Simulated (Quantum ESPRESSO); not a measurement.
## Energy of C along an even scaling of the cell

System: C (P6₃/mmc, 4 atoms in the cell).
Method: Kohn-Sham DFT of a periodic cell, PBEsol, PseudoDojo 0.4.1 SR PBEsol standard, no spin polarisation (Quantum ESPRESSO 7.5).

The 7 runs differ only in the geometry, by an even scaling of the cell at fixed fractional positions. The structure derives from an entry of the Crystallography Open Database.

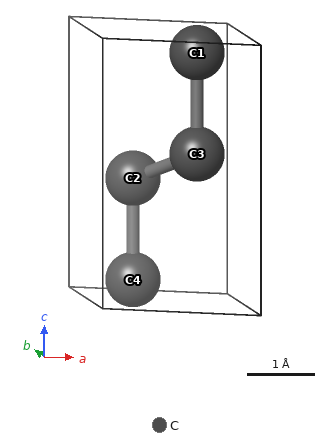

Figure 1. The structure of run 4 (ball-and-stick view of the cell of the calculation, seen slightly off an axis; atoms are numbered from 1 in the order of the input).

### Input of run 4
```
&CONTROL
  calculation = 'scf'
  prefix = 'pwscf'
  outdir = './tmp'
  pseudo_dir = './pseudo'
  tprnfor = .true.
  tstress = .true.
  disk_io = 'nowf'
/
&SYSTEM
  ibrav = 0
  nat = 4
  ntyp = 1
  ecutwfc = 82
  nbnd = 14
  occupations = 'smearing'
  smearing = 'fd'
  degauss = 0.00367493
/
&ELECTRONS
  conv_thr = 8d-10
  electron_maxstep = 120
  mixing_beta = 0.5
/
ATOMIC_SPECIES
C     12.0110 C.upf
CELL_PARAMETERS angstrom
   2.5221000000    0.0000000000    0.0000000000
  -1.2610500000    2.1842026709    0.0000000000
   0.0000000000    0.0000000000    4.1186000000
ATOMIC_POSITIONS crystal
C      0.6666666667    0.3333333333    0.9375000000
C      0.3333333333    0.6666666667    0.4375000000
C      0.6666666667    0.3333333333    0.5625000000
C      0.3333333333    0.6666666667    0.0625000000
K_POINTS automatic
12 12 7 0 0 0
```

Command:
```bash
OMP_NUM_THREADS=1 pw.x -in pw.in > pw.out
```

Lattice vectors (Å) and fractional positions of run 4:
```
   2.522100    0.000000    0.000000
  -1.261050    2.184203    0.000000
   0.000000    0.000000    4.118600
C   0.666667  0.333333  0.937500
C   0.333333  0.666667  0.437500
C   0.666667  0.333333  0.562500
C   0.333333  0.666667  0.062500
```

Run 3 differs from it as follows:
```diff
-   2.5221000000    0.0000000000    0.0000000000
-  -1.2610500000    2.1842026709    0.0000000000
-   0.0000000000    0.0000000000    4.1186000000
+   2.5051726443    0.0000000000    0.0000000000
+  -1.2525863222    2.1695431509    0.0000000000
+   0.0000000000    0.0000000000    4.0909575564
```

### Results, with one run withheld

| run | volume per atom (Å³) | free energy per atom, from the lowest run given (meV) | pressure (GPa) | gap on the mesh (eV) |
| --- | --- | --- | --- | --- |
| 1 | 5.332 | 27.52 | 28.84 | 2.97 |
| 2 | 5.445 | 10.98 | 17.61 | 3.05 |
| 3 | 5.559 | ? | ? | ? |
| 4 | 5.672 | 0.00 | −1.92 | 3.18 |
| 5 | 5.786 | 4.25 | −10.37 | 3.24 |
| 6 | 5.899 | 14.22 | −18.08 | 3.30 |
| 7 | 6.012 | 29.40 | −25.10 | 3.36 |

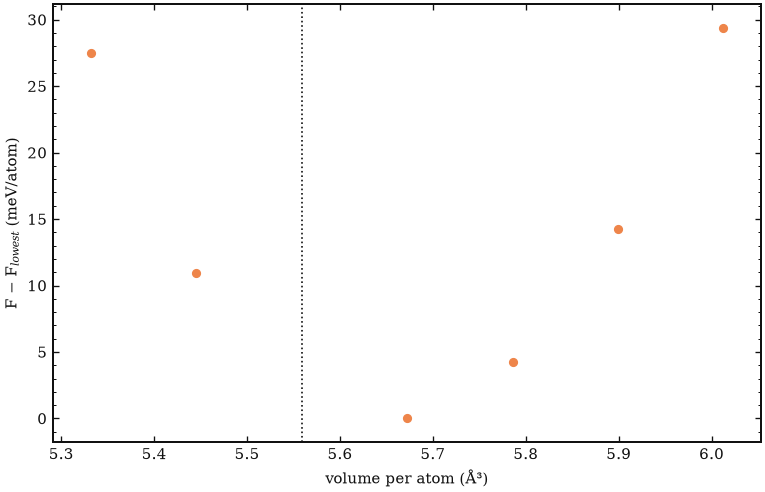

Figure 2. Free energy per atom of the runs given; the dotted line marks run 3.

What should run 3 give?

A cubic polynomial in V^(−2/3) (the Birch–Murnaghan form), fitted to the 6 runs given, misses them by at most 0.03 meV per atom. With x = V^(−2/3) − 0.31403 Å⁻², it reads F = 0.10924 − 427.59 x + 1.8041e+05 x² − 90270 x³ (meV per atom). At run 3 it gives 2.00 meV per atom, and the run itself gives 2.04. The slope of the fit gives a pressure −dF/dV of 7.59 GPa there, and the run prints 7.38 GPa. The two needn't agree exactly: the fit is approximate, and the printed stress is taken on a finite basis. The fit has its minimum at 5.651 Å³ per atom, where V d²F/dV² gives 451 GPa. Cell shape and fractional positions are held, so this is the stiffness under even scaling; the relaxed bulk modulus wasn't computed. The gap on the mesh goes, without turning, from 2.97 eV in run 1 to 3.36 eV in run 7; run 3 has 3.12 eV. These are gaps of this functional on this mesh, which can miss the band edges; they aren't the measured gap.

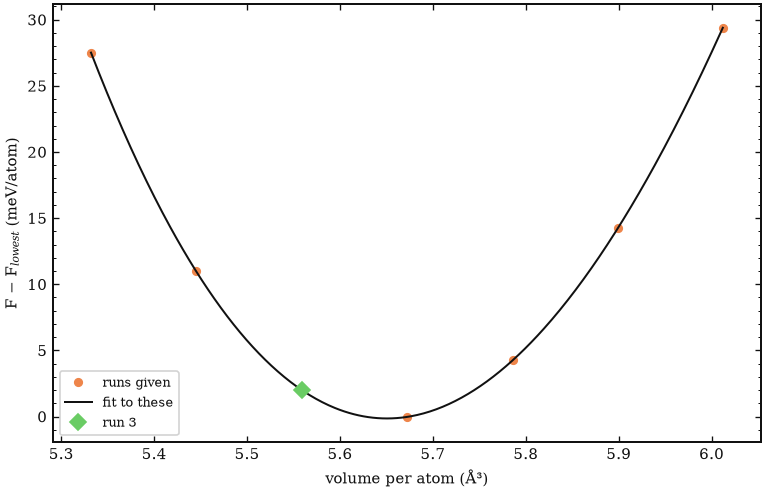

Figure 3. The fit and the withheld run.

### Some lines of the output (run 3)
```
[...]
     unit-cell volume          =     150.0471 (a.u.)^3
     number of k points=    76  Fermi-Dirac smearing, width (Ry)=  0.0037
     total energy              =     -48.02874443 Ry
     total energy              =     -48.02054658 Ry
     total energy              =     -48.02465124 Ry
     total energy              =     -48.02465804 Ry
     total energy              =     -48.02468634 Ry
     the Fermi energy is    15.3221 ev
!    total energy              =     -48.02468646 Ry
     The total energy is F=E-TS. E is the sum of the following terms:
     Computing stress (Cartesian axis) and pressure
          total   stress  (Ry/bohr**3)                   (kbar)     P=       73.81
```
